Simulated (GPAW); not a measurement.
## Optical response of BN (Qingsongite)

Wanted: where BN (Qingsongite) starts to absorb, how strongly, and its refractive index.

Calculated with GPAW 26.7.0; DFT, LDA, plane-wave PAW (GPAW data sets), scalar-relativistic, RPA, optical limit.

**1. The structure**

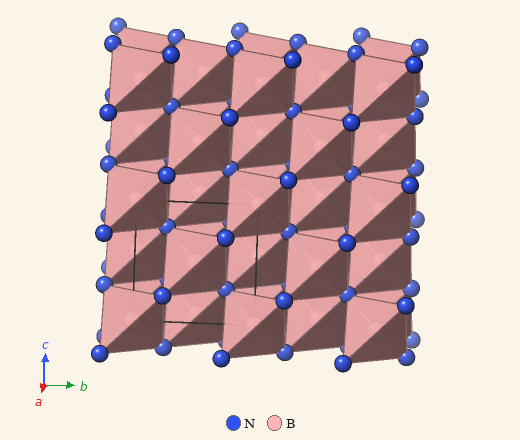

Start, viewed slightly off an axis; nitrogen blue, boron pink. 1×2×2 cells are drawn. This picture shows the conventional cell, with its axes. Some periodic images of atoms are drawn too.

As a file:

```cif
data_structure
_symmetry_space_group_name_H-M 'F-43m'
_symmetry_Int_Tables_number 216
_cell_length_a 3.6150
_cell_length_b 3.6150
_cell_length_c 3.6150
_cell_angle_alpha 90.000
_cell_angle_beta 90.000
_cell_angle_gamma 90.000
_cell_volume 47.24
loop_
_atom_site_label
_atom_site_type_symbol
_atom_site_symmetry_multiplicity
_atom_site_Wyckoff_symbol
_atom_site_fract_x
_atom_site_fract_y
_atom_site_fract_z
_atom_site_occupancy
N1 N 4 c 0.25000 0.25000 0.25000 1
B1 B 4 a 0.00000 0.00000 0.00000 1
```

**2. Bands for the response**

At the fixed density, many empty bands are solved on the mesh of the response, since the spectrum sums over them.

This step: DFT, LDA, plane-wave PAW (GPAW data sets), scalar-relativistic, bands at fixed density (GPAW 26.7.0).

nscf.py reads:

```python
from ase.dft.bandgap import bandgap
from gpaw import GPAW, FermiDirac

calc = GPAW('gs.gpw').fixed_density(kpts={'size': (16, 16, 16), 'gamma': True}, nbands=22, convergence={'bands': 16},
                                    occupations=FermiDirac(0.001), txt='nscf.txt')
print('gap (eV)', bandgap(calc, output=None)[0])
print('direct gap (eV)', bandgap(calc, direct=True, output=None)[0])
print('top band over the Fermi level (eV)', min(calc.get_eigenvalues(kpt=k)[15] for k in range(len(calc.get_ibz_k_points()))) - calc.get_fermi_level())
calc.write('full.gpw', mode='all')
```

Started as:

```console
$ OMP_NUM_THREADS=1 python nscf.py
```

Numbers of over 12 decimals in the logs are rounded to 6 here.

The log of the run:

```text
Diagonalizing LCAO Hamiltonian
Converting LCAO to pw mode
convergence criteria:
- Maximum integral of absolute [eigenst]ate change: 4e-08 eV^2 / valence electron
maximum number of iterations: 150

SCF iterations
|iter     |      energy | eigst |  dens |
|iter:   1||             | +3.09 |       |
|iter:   2||             | +1.27 |       |
|iter:   3||             | -1.12 |       |
|iter:   4||             | -2.87 |       |
|iter:   5||             | -4.77 |       |
|iter:   6||             | -6.35 |       |
|iter:   7||             | -7.61c|       |
SCF steps: 7
  __  _  _
 | _ |_)|_||  |
 |__||  | ||/\| - 26.7.0

Versions:
  Python: 3.12.14
  ASE:    3.29.0
  Numpy:  2.5.5
  Scipy:  1.18.1
  Libxc:  7.0.0

Input parameters:
  mode=PW(ecut=500.0),
  convergence={'bands': 16},
  gpts=array([14, 14, 14]),
  kpts=MonkhorstPack(size=(16, 16, 16), gamma=True),
  maxiter=150,
  nbands=22,
  occupations=Occupations(name='fermi-dirac', width=0.001, fixmagmom=False),
  parallel={},
  xc=XC(name='LDA')

--- standard output ---
gap (eV) 4.285039
direct gap (eV) 8.656956
top band over the Fermi level (eV) 37.974021
```

Run time: 17 s. Hardware: 1 thread of Arm Neoverse V1, shared host; peak memory 0.15 GiB.

Numbers from this step:

```
gap on the k-mesh      : 4.285 eV
direct gap on the mesh : 8.657 eV
```

**3. Dielectric function, RPA**

Local fields let the induced charge screen the field inside the cell, which as a rule lowers ε, most along directions where the density is uneven.

This step: DFT, LDA, plane-wave PAW (GPAW data sets), scalar-relativistic, RPA, optical limit (GPAW 26.7.0).

df.py reads:

```python
from gpaw.response.df import DielectricFunction

df = DielectricFunction('full.gpw', frequencies={'type': 'nonlinear', 'domega0': 0.03, 'omega2': 8},
                        ecut=50,
                        eta=0.15,
                        nbands=16,
                        txt='df.txt')
for direction in ['x']:
    df.get_dielectric_function(xc='RPA', direction=direction, filename=f'df_{direction}.csv')
```

Started as:

```console
$ OMP_NUM_THREADS=1 python df.py
```

The log of the run:

```text
Using integrator: PointIntegrator
NonLinearFrequencyDescriptor(from 0.000 to 72.933 eV, 510 points)
Nonperiodic BCs:  [False False False]
Using integrator: PointIntegrator
NonLinearFrequencyDescriptor(from 0.000 to 72.933 eV, 510 points)
Nonperiodic BCs:  [False False False]

Calculating chi0 body with:
    Ground state adapter containing:
    Number of spins: 1
    Number of kpoints: 4096
    Number of irreducible kpoints: 145
    Number of completely occupied states: 4
    Number of partially occupied states: 4

    Linear response parametrization:
    q_c: [0.0, 0.0, 0.0]
    Number of frequency points: 510
    Planewave cutoff: 50.0
    Number of bands: 16
    Number of planewaves: 15
    Broadening (eta): 0.15

Integrating chi0 body.

Symmetries of q_c:
    Direct symmetries (Uq -> q): 24
    Indirect symmetries (TUq -> q): 24
In total 48 allowed symmetries.

145 groups of equivalent kpoints. 96.4599609375% reduction.

Integral kind: spectral function

Calculating chi0 optical extensions with:
    Ground state adapter containing:
    Number of spins: 1
    Number of kpoints: 4096
    Number of irreducible kpoints: 145
    Number of completely occupied states: 4
    Number of partially occupied states: 4

    Linear response parametrization:
    Number of frequency points: 510
    Planewave cutoff: 50.0
    Number of bands: 16
    Number of planewaves: 15
    Broadening (eta): 0.15
Integrating chi0 head and wings.

Symmetries of q_c:
    Direct symmetries (Uq -> q): 24
    Indirect symmetries (TUq -> q): 24
In total 48 allowed symmetries.

145 groups of equivalent kpoints. 96.4599609375% reduction.

Integral kind: spectral function wings
```

Wall time 3.7 s (1 thread); peak memory 0.2 GiB.

This step gave:

```
electronic dielectric constant ε∞, mean over x, y and z (by symmetry where fewer were run) : 4.582
main peak of Im epsilon, first axis                                                        : 11.83 eV
```

The Im ε, E ∥ x has structure finer than the step of the table below, so its rows give means over 1 eV, whole bins alone (the curve runs from 0 to 14.0 eV). Peaks (eV: height): 11.8: 14.6.

Values under the direct gap are tails of Lorentzian lines. Table of Im ε, E ∥ x by photon energy; means over each step:

```tsv
photon energy (eV)	Im ε, E ∥ x
1	0.00710
2	0.0149
3	0.0242
4	0.0365
5	0.0543
6	0.0835
7	0.142
8	0.337
9	2.50
10	6.84
11	9.75
12	13.2
13	8.18
```

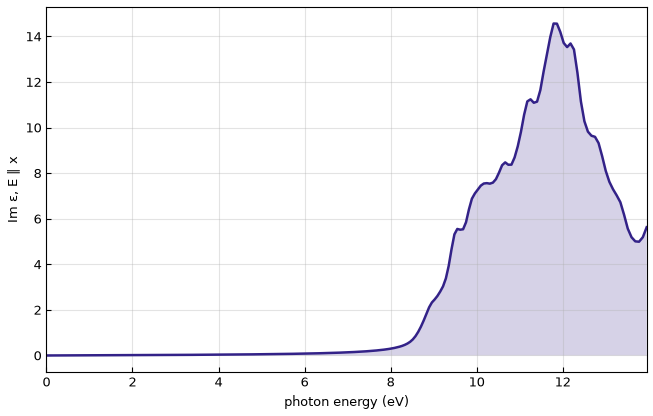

Im ε, E ∥ x against photon energy.

Re ε, E ∥ x against photon energy:

```tsv
photon energy (eV)	Re ε, E ∥ x
0	4.58
1	4.61
2	4.68
3	4.81
4	5.01
5	5.30
6	5.75
7	6.46
8	7.78
9	10.3
10	9.74
11	8.85
12	1.65
13	-2.83
```

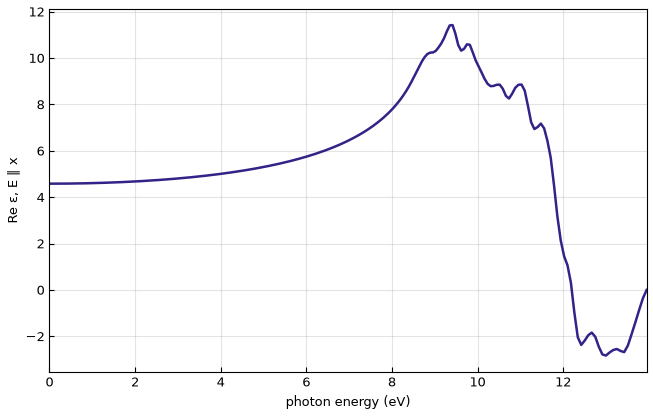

Re ε, E ∥ x, plotted against photon energy.

The Im ε, E ∥ x has structure finer than the step of the table below, so its rows give means over 1 eV, whole bins alone (the curve runs from 0 to 14.0 eV). Peaks (eV: height): without local fields 11.8: 16.0; with local fields 11.8: 14.6.

Values under the direct gap are tails of Lorentzian lines. The Im ε, E ∥ x by photon energy; means over each step:

```tsv
photon energy (eV)	without local fields	with local fields
1	0.00763	0.00710
2	0.0160	0.0149
3	0.0261	0.0242
4	0.0394	0.0365
5	0.0588	0.0543
6	0.0907	0.0835
7	0.155	0.142
8	0.374	0.337
9	2.82	2.50
10	7.58	6.84
11	10.7	9.75
12	14.3	13.2
13	8.40	8.18
```

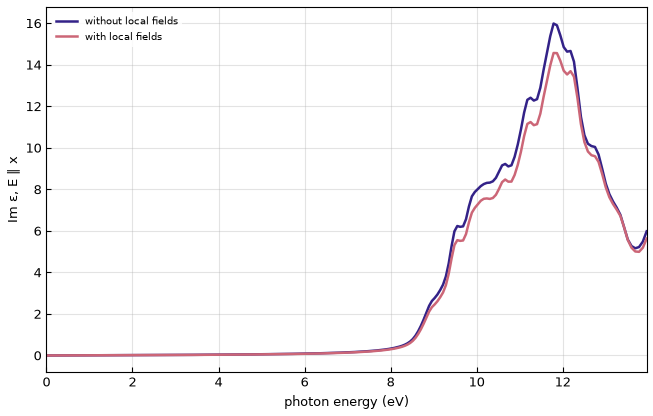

Im ε, E ∥ x, plotted against photon energy.

Values under the direct gap are tails of Lorentzian lines. The loss function −Im 1/ε at q → 0, E ∥ x by energy loss; read off at these points:

```tsv
energy loss (eV)	loss function −Im 1/ε at q → 0, E ∥ x
0.0	0
1.0	3.3e-4
2.0	6.8e-4
3.0	0.00104
4.0	0.00145
5.0	0.00192
6.0	0.00250
7.0	0.00331
8.0	0.00493
9.0	0.0216
10.0	0.0491
11.0	0.0563
12.0	0.0712
13.0	0.110
13.8	0.194
```

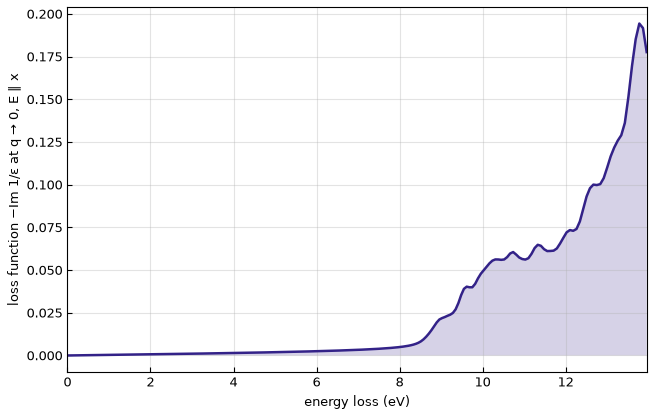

Loss function −Im 1/ε at q → 0, E ∥ x against energy loss.

The reflectivity at normal incidence, E ∥ x has structure finer than the step of the table below, so its rows give means over 1 eV, whole bins alone (the curve runs from 0 to 14.0 eV). Peaks (eV: height): 12.3: 49.5.

Reflectivity at normal incidence, E ∥ x against photon energy; means over each step:

```tsv
photon energy (eV)	reflectivity at normal incidence, E ∥ x (%)
1	13.3
2	13.5
3	14.0
4	14.6
5	15.6
6	16.9
7	19.0
8	22.5
9	28.7
10	32.6
11	36.0
12	45.4
13	46.7
```

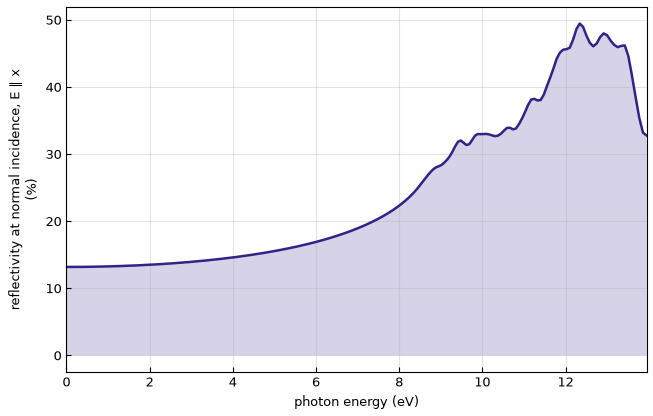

Reflectivity at normal incidence, E ∥ x against photon energy.

From ε follow the optical constants at some laser and lamp lines:

```tsv
wavelength (nm)	n	k	R (%)	1/α
1550	2.14	0.001	13.2	94 µm
800	2.15	0.003	13.4	24 µm
450	2.18	0.005	13.8	7.2 µm
405	2.19	0.006	14.0	5.7 µm
308	2.24	0.008	14.6	3.0 µm
248	2.30	0.012	15.6	1.7 µm
193	2.45	0.021	17.7	745 nm
```

Below the direct gap, k and the depth come from the tails of the Lorentzian lines, not from transitions.

Rows near the edge hang on the gap, which this functional as a rule makes too small, and phonon-assisted absorption is left out.

**4. Outcome**

```yaml
electronic_dielectric_constant_eps_infinity_mean_over_x_y_and_z_by_symmetry_where_fewer_were_run_rpa: 4.58
main_peak_of_im_epsilon_first_axis: 11.8 eV
```

What this shows: At this level (LDA, RPA) BN has ε∞ = 4.58 and n = 2.14 at 1550 nm, and Im ε peaks at 11.8 eV. On the mesh the gap is 4.29 eV and the least direct gap 8.66 eV, so on this mesh the band edges lie at different points. Local fields change the static value along x from 4.77 to 4.58 (-4 %). Excitons and phonon-assisted transitions are missing; LDA gaps are as a rule too small, which pulls the onset down and ε∞ up. The sum runs over mesh points, so small or evenly spaced maxima can still be ripples of the mesh.

[Machine, clock and banner lines and Python warnings are left out of the logs.]

[Logs are printed without paths, hosts, clocks, repeated set-up lines and the standing remarks that a program may print on its own settings, such as how far it seeks lower states.]

[Hosts, paths, dates, database ids (printed as entryN), source tags and the programs' standing remarks are cut or masked in the printed files.]
